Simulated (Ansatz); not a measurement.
Input of the run:

```
crystal:
  lattice:
    - [4.1743810409, 0.0, 0.0]
    - [0.0, 5.9034662825, 0.0]
    - [0.0, 0.0, 23.3487620817]
  atoms:
    - { symbol: Pb, position: [0.5, 0.0, 0.3264518637] }
    - { symbol: S, position: [0.5, 0.5, 0.326173415] }
    - { symbol: Pb, position: [0.0, 0.5, 0.4066098137] }
    - { symbol: S, position: [0.0, 0.0, 0.4064174339] }
    - { symbol: Pb, position: [0.5, 0.0, 0.4999999984] }
    - { symbol: S, position: [0.5, 0.5, 0.5000000015] }
    - { symbol: Pb, position: [0.0, 0.5, 0.5933901866] }
    - { symbol: S, position: [0.0, 0.0, 0.5935825661] }
    - { symbol: Pb, position: [0.5, 0.0, 0.6735481353] }
    - { symbol: S, position: [0.5, 0.5, 0.6738265858] }
basis:
  ecutwfc: 420
kpoints:
  mp_grid: { grid: [8, 6, 1] }
  band_path:
    path: [[0.5, 0, 0], [0, 0, 0], [0, 0.5, 0], [0.5, 0.5, 0], [0, 0, 0]]
    npoints: 12
hamiltonian:
  xc: pbesol
scf:
  occupations: { method: gaussian, width: 0.05 }
  n_extra_bands: 52
output:
  forces: true
  eigenvalues: true
  populations: true
  fatbands: true
  write_density: true
  write_potential: true
  elf: true
  volumetric_format: npy
magnetization:
  noncollinear: true
  spin_orbit: true
efield:
  axis: 3
  dipole_correction: true
  ramp_width: 0.04
```

Launched with:
```bash
ansatz run input.yaml --threads 2 --pin off --max-ram 5632MiB --backend cpu --events-out ev --progress --plain --runs-dir out
```

What does the potential across the slab give for the work function?

The work function is 4.46 eV, the same on both faces. The two vacuum levels agree, so the slab has no net dipole along its normal. The outermost atoms are 8.1 Å apart, which leaves 15.2 Å of vacuum in a cell 23.3 Å high.

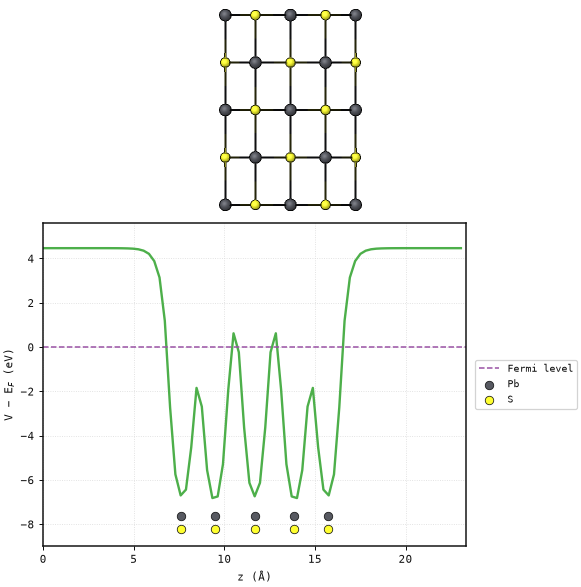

Plane-averaged electrostatic potential energy of an electron across the slab; circles at the bottom mark the heights of the atoms. The structure is drawn too.
